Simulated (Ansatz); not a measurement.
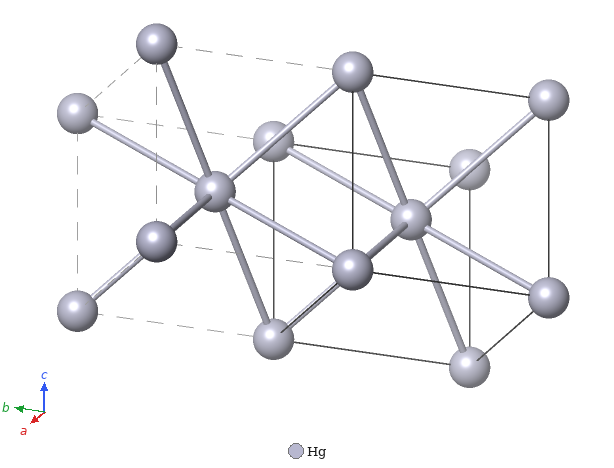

The crystal in a ball-and-stick representation, seen from a general direction. Shown are 1×2×1 repeats of the conventional unit cell, one of them outlined in solid lines.

Hg, space group Im-3m (No. 229), a = 3.79 Å, b = 3.79 Å, c = 3.79 Å, α = 90.00°, β = 90.00°, γ = 90.00°.

Results below were computed with Ansatz 0.2.0, DFT PBE, spin-orbit coupling, plane waves, PAW; the settings were plane waves up to 600 eV, k-points about 0.15 Å⁻¹ apart, Gaussian smearing of 0.05 eV, no moments seeded, so the run stays non-magnetic, spinor wavefunctions.

Question: Metal or not?

Answer: A metal: bands cross the Fermi level.

Question: State the hydrostatic pressure.

Answer: The computed pressure is 0.0 GPa, close to zero.

The structure was taken from a structure type filled with this element by a generator (whether the element takes this form wasn't checked). Earlier steps of the study may have refined or changed the cell and positions. An electronic-structure calculation with Ansatz was run on it.
